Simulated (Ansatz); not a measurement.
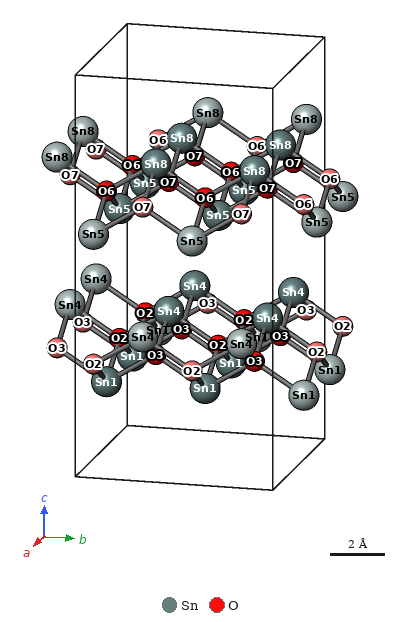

Fig. 1: The structure (ball-and-stick view of the 2 × 2 repeat of the cell, with the vacuum cut short, seen slightly off an axis; neighbours outside the cell are drawn fainter; atoms are numbered from 1 in the order of the input). An atom can appear more than once, as a periodic image. Near neighbours in the periodic cell (some may lie outside the picture): Sn has 4 O at 2.25 Å; O has 4 Sn at 2.25 Å.

# What a change does: single-point calculation on SnO

System: SnO (slab, 8 atoms in the cell).
Method of the first run: DFT PBE+D3(BJ), scalar-relativistic, plane waves, PAW, PAW set soft_1, no spin polarisation (Ansatz 0.2.0).

The structure derives from a Materials Project entry. Text and figures count atoms from 1; the logs count them from 0 in places.

## Input file, the first run
```yaml
crystal:
  lattice:
    - [3.8201630995, 0.0, 0.0]
    - [0.0, 3.8201630995, 0.0]
    - [0.0, 0.0, 22.2260821294]
  atoms:
    - { symbol: Sn, position: [0.75, 0.25, 0.2024648327] }
    - { symbol: O, position: [0.25, 0.25, 0.2556240231] }
    - { symbol: O, position: [0.75, 0.75, 0.2556240231] }
    - { symbol: Sn, position: [0.25, 0.75, 0.3087832136] }
    - { symbol: Sn, position: [0.25, 1.25, 0.482003126] }
    - { symbol: O, position: [-0.25, 1.25, 0.5351623164] }
    - { symbol: O, position: [0.25, 1.75, 0.5351623164] }
    - { symbol: Sn, position: [-0.25, 1.75, 0.5883215068] }
basis:
  ecutwfc: 420
kpoints:
  mp_grid: { grid: [7, 7, 1] }
hamiltonian:
  xc: pbe
  pseudopotentials: { kind: paw, azcp: { folder: soft_1 } }
  dispersion: d3bj
scf:
  occupations: { method: gaussian, width: 0.05 }
output:
  forces: true
  eigenvalues: true
  write_density: true
  write_potential: true
  elf: true
  volumetric_format: npy
efield:
  axis: 3
  dipole_correction: true
  ramp_width: 0.04
```

Command:
```bash
ansatz run input.yaml --threads 2 --pin off --max-ram 6144MiB --backend cpu --events-out ev --progress --plain --runs-dir out
```

Hardware: 2 threads of Arm Neoverse N1, 98 GiB of memory available, shared host.

## Output, shortened to warnings, some set-up lines, iterations and results (the first run)
```
WARN: The output density's exchange-correlation potential varies sharply where the density is thin. Do not read a vacuum level from v_tot or v_xc, or from such a field of the output density. On a cell that repeats whose density bears no net charge and no dipole along the vacuum's axis use v_es (v_loc + v_h of the components); under efield.dipole_correction with no amplitude use v_es + v_field, …
Basis set: ecut = 420 eV, 6355 PW (Γ), exchange–correlation on 54×54×300 points (8 copies of the dense FFT grid, shifted against one another)
Symmetry: 4 space group operations
k-points: 16 of 49
Initial density: superposition of atomic densities (neutral atoms: chi_scale 0, normalization atom)
[...]
SCF iter   1: F=—  HF=-26376.233786 eV  |F-HF|=—  |Δ(HF+E_count)|=         —  Δρ=9.25e-2  dr2=3.29e1  ethr=3.10e-3  p=0.000 e·Å  D=2.56e-7 V/Å  ΔV_dip=-0.00 eV  …
SCF iter   2: F=—  HF=-26370.140699 eV  |F-HF|=—  |Δ(HF+E_count)|=    6.09e0  Δρ=6.50e-2  dr2=1.01e1  ethr=3.10e-3  p=-0.000 e·Å  D=-1.04e-5 V/Å  ΔV_dip=0.00 eV  …
SCF iter   3: F=—  HF=-26368.229775 eV  |F-HF|=—  |Δ(HF+E_count)|=    1.91e0  Δρ=1.42e-2  dr2=6.11e-1  ethr=3.10e-3  p=-0.000 e·Å  D=-6.94e-7 V/Å  ΔV_dip=0.00 eV  …
SCF iter   4: F=—  HF=-26368.178262 eV  |F-HF|=—  |Δ(HF+E_count)|=   5.15e-2  Δρ=5.60e-3  dr2=1.79e-1  ethr=7.64e-4  p=0.000 e·Å  D=3.72e-5 V/Å  ΔV_dip=-0.00 eV  …
SCF iter   5: F=—  HF=-26368.147109 eV  |F-HF|=—  |Δ(HF+E_count)|=   3.12e-2  Δρ=1.95e-3  dr2=2.05e-2  ethr=2.24e-4  p=-0.000 e·Å  D=-1.47e-5 V/Å  ΔV_dip=0.00 eV  …
SCF iter   6: F=—  HF=-26368.143404 eV  |F-HF|=—  |Δ(HF+E_count)|=   3.71e-3  Δρ=4.12e-4  dr2=1.72e-3  ethr=2.56e-5  p=0.000 e·Å  D=3.55e-5 V/Å  ΔV_dip=-0.00 eV  …
SCF iter   7: F=—  HF=-26368.143435 eV  |F-HF|=—  |Δ(HF+E_count)|=   3.16e-5  Δρ=3.64e-4  dr2=6.71e-4  ethr=2.15e-6  p=-0.000 e·Å  D=-3.36e-5 V/Å  ΔV_dip=0.00 eV  …
SCF iter   8: F=—  HF=-26368.143302 eV  |F-HF|=—  |Δ(HF+E_count)|=   1.33e-4  Δρ=1.34e-4  dr2=5.26e-5  ethr=8.38e-7  p=0.000 e·Å  D=5.21e-5 V/Å  ΔV_dip=-0.00 eV  …
SCF iter   9: F=—  HF=-26368.143118 eV  |F-HF|=—  |Δ(HF+E_count)|=   1.85e-4  Δρ=6.18e-5  dr2=1.79e-5  ethr=6.58e-8  p=0.000 e·Å  D=1.81e-6 V/Å  ΔV_dip=-0.00 eV  …
SCF iter  10: F=—  HF=-26368.143115 eV  |F-HF|=—  |Δ(HF+E_count)|=   2.58e-6  Δρ=1.42e-5  dr2=9.08e-7  ethr=2.23e-8  p=-0.000 e·Å  D=-3.91e-6 V/Å  ΔV_dip=0.00 eV  …
SCF iter  11: F=-26368.143115 eV  HF=-26368.143115 eV  |F-HF|=1.04e-8  |Δ(HF+E_count)|=   3.80e-8  Δρ=2.10e-6  dr2=1.63e-8  ethr=1.25e-10  p=0.000 e·Å  D=8.43e-6 V/Å  …
SCF 1 converged in 11 iterations: F = -26368.143115 eV  dr2 = 1.63e-8
WARN: The output density's exchange-correlation potential varies sharply where the density is thin. Do not read a vacuum level from v_tot or v_xc, or from such a field of the output density. On a cell that repeats whose density bears no net charge and no dipole along the vacuum's axis use v_es …
SCF converged after 11 iterations
Free energy (F): -26368.143115 eV
Harris-Foulkes:  -26368.143115 eV  (|F-HF|=1.04e-8)
Internal energy: -26368.143115 eV  (E = F + TS)
E sigma→0 (E₀):  -26368.143115 eV
Fermi energy:    2.227567 eV
Dipole field:    D = -0.000039 V/Å  (p = -0.000069 e·Å, saw-weighted, corrected)
Work function:   Φ+ = 3.9330 eV   Φ− = 3.9321 eV
[...]
```

For the second run the input was changed thus:
```diff
-    - { symbol: Sn, position: [0.25, 1.25, 0.482003126] }
-    - { symbol: O, position: [-0.25, 1.25, 0.5351623164] }
-    - { symbol: O, position: [0.25, 1.75, 0.5351623164] }
-    - { symbol: Sn, position: [-0.25, 1.75, 0.5883215068] }
+    - { symbol: Sn, position: [0.375, 1.25, 0.482003126] }
+    - { symbol: O, position: [-0.125, 1.25, 0.5351623164] }
+    - { symbol: O, position: [0.375, 1.75, 0.5351623164] }
+    - { symbol: Sn, position: [-0.125, 1.75, 0.5883215068] }
```

Predict how the results change.

With the same functional and potentials, the second run lies 1.2 meV per atom lower. The gap on the mesh goes from 2.19 to 2.27 eV. The number of SCF iterations is the same.

## Output, shortened to warnings, some set-up lines, iterations and results (the second run)
```
WARN: The output density's exchange-correlation potential varies sharply where the density is thin. Do not read a vacuum level from v_tot or v_xc, or from such a field of the output density. On a cell that repeats whose density bears no net charge and no dipole along the vacuum's axis use v_es (v_loc + v_h of the components); under efield.dipole_correction with no amplitude use v_es + v_field, …
Basis set: ecut = 420 eV, 6355 PW (Γ), exchange–correlation on 54×54×300 points (8 copies of the dense FFT grid, shifted against one another)
Symmetry: 2 space group operations
k-points: 16 of 49 (time reversal used)
Initial density: superposition of atomic densities (neutral atoms: chi_scale 0, normalization atom)
[...]
SCF iter   1: F=—  HF=-26376.237885 eV  |F-HF|=—  |Δ(HF+E_count)|=         —  Δρ=9.25e-2  dr2=3.29e1  ethr=3.10e-3  p=0.000 e·Å  D=2.56e-7 V/Å  ΔV_dip=-0.00 eV  …
SCF iter   2: F=—  HF=-26370.149246 eV  |F-HF|=—  |Δ(HF+E_count)|=    6.09e0  Δρ=6.50e-2  dr2=1.01e1  ethr=3.10e-3  p=-0.000 e·Å  D=-3.25e-5 V/Å  ΔV_dip=0.00 eV  …
SCF iter   3: F=—  HF=-26368.238309 eV  |F-HF|=—  |Δ(HF+E_count)|=    1.91e0  Δρ=1.42e-2  dr2=6.08e-1  ethr=3.10e-3  p=0.000 e·Å  D=3.89e-7 V/Å  ΔV_dip=-0.00 eV  …
SCF iter   4: F=—  HF=-26368.187467 eV  |F-HF|=—  |Δ(HF+E_count)|=   5.08e-2  Δρ=5.54e-3  dr2=1.79e-1  ethr=7.61e-4  p=0.000 e·Å  D=6.25e-6 V/Å  ΔV_dip=-0.00 eV  …
SCF iter   5: F=—  HF=-26368.156385 eV  |F-HF|=—  |Δ(HF+E_count)|=   3.11e-2  Δρ=1.94e-3  dr2=2.04e-2  ethr=2.23e-4  p=0.000 e·Å  D=8.68e-7 V/Å  ΔV_dip=-0.00 eV  …
SCF iter   6: F=—  HF=-26368.152634 eV  |F-HF|=—  |Δ(HF+E_count)|=   3.75e-3  Δρ=4.16e-4  dr2=1.74e-3  ethr=2.55e-5  p=0.000 e·Å  D=1.45e-5 V/Å  ΔV_dip=-0.00 eV  …
SCF iter   7: F=—  HF=-26368.152657 eV  |F-HF|=—  |Δ(HF+E_count)|=   2.30e-5  Δρ=3.68e-4  dr2=6.87e-4  ethr=2.18e-6  p=-0.000 e·Å  D=-1.99e-5 V/Å  ΔV_dip=0.00 eV  …
SCF iter   8: F=—  HF=-26368.152520 eV  |F-HF|=—  |Δ(HF+E_count)|=   1.38e-4  Δρ=1.30e-4  dr2=4.93e-5  ethr=8.58e-7  p=0.000 e·Å  D=3.23e-5 V/Å  ΔV_dip=-0.00 eV  …
SCF iter   9: F=—  HF=-26368.152337 eV  |F-HF|=—  |Δ(HF+E_count)|=   1.82e-4  Δρ=6.05e-5  dr2=1.69e-5  ethr=6.16e-8  p=0.000 e·Å  D=4.66e-7 V/Å  ΔV_dip=-0.00 eV  …
SCF iter  10: F=—  HF=-26368.152335 eV  |F-HF|=—  |Δ(HF+E_count)|=   2.35e-6  Δρ=1.48e-5  dr2=9.73e-7  ethr=2.12e-8  p=-0.000 e·Å  D=-2.84e-6 V/Å  ΔV_dip=0.00 eV  …
SCF iter  11: F=-26368.152335 eV  HF=-26368.152335 eV  |F-HF|=6.93e-9  |Δ(HF+E_count)|=   5.15e-8  Δρ=1.98e-6  dr2=1.42e-8  ethr=1.25e-10  p=0.000 e·Å  D=6.01e-6 V/Å  …
SCF 1 converged in 11 iterations: F = -26368.152335 eV  dr2 = 1.42e-8
WARN: The output density's exchange-correlation potential varies sharply where the density is thin. Do not read a vacuum level from v_tot or v_xc, or from such a field of the output density. On a cell that repeats whose density bears no net charge and no dipole along the vacuum's axis use v_es …
SCF converged after 11 iterations
Free energy (F): -26368.152335 eV
Harris-Foulkes:  -26368.152335 eV  (|F-HF|=6.93e-9)
Internal energy: -26368.152335 eV  (E = F + TS)
E sigma→0 (E₀):  -26368.152335 eV
Fermi energy:    2.251571 eV
Dipole field:    D = -0.000028 V/Å  (p = -0.000050 e·Å, saw-weighted, corrected)
Work function:   Φ+ = 3.9063 eV   Φ− = 3.9056 eV
[...]
```

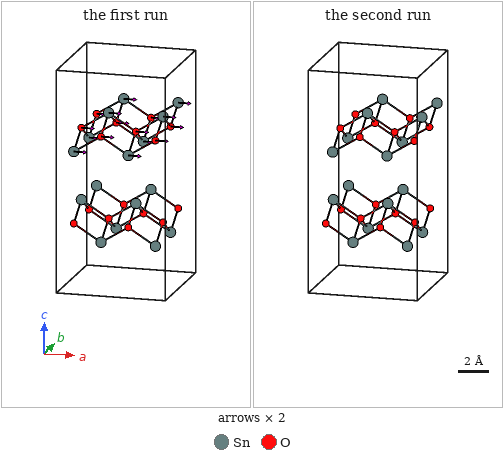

Fig. 2: The two input geometries at one scale (ball-and-stick view of the 2 × 2 repeat of the cell, with the vacuum cut short, seen slightly off an axis). The pink arrows on the first give the shifts of the atoms relative to the cell, magnified 2 times. The largest moves, 0.48 Å, are those of Sn and O atoms. By element the largest moves are Sn 0.48 Å, O 0.48 Å. The lattice vectors keep their values.

## The two runs side by side

```tsv
quantity	the first run	the second run
outcome	converged	converged
free energy per atom (eV)	−3296.0179	−3296.0190
gap on the mesh (eV)	2.19	2.27
work function (eV)	3.93	3.91
largest force (eV/Å)	0.021	0.028
SCF iterations	11	11
irreducible k-points	16	16
plane waves at Γ	6355	6355
wall time (shared host)	32 s	35 s
```

For both runs: Warnings: the exchange-correlation potential is rough where the density is thin.
